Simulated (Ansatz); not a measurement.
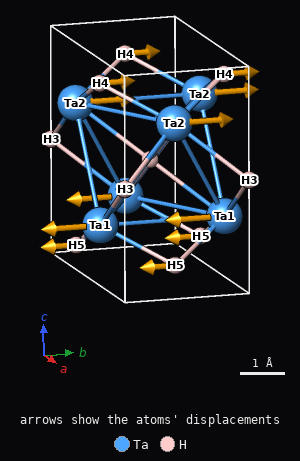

One vibrational mode of a crystal of Ta₂H₃ (a generated structure) at the zone centre. Displacements are drawn as orange arrows; their common scale and sign are arbitrary. The picture is a ball-and-stick view of the conventional cell (2 times the calculation's cell), seen slightly off an axis. Lengths and directions refer to the drawn axes.

Method: DFT PBE, scalar-relativistic, plane waves, PAW (Ansatz 0.2.0). (plane-wave cutoff 420 eV; k-point mesh 16 × 16 × 8; occupations fermi dirac; smearing width 0.15 eV; no spin polarisation)

The frequencies depend somewhat on the k-mesh and the smearing.

What mode is this, and where does it lie in the spectrum?

Answer. This is the B_g mode at 2.65 THz, the lowest optical level, Raman-active by symmetry. The H (2c) atoms stay at rest; all motion is along b; atoms of one kind move against one another, with no net shift of any sublattice.
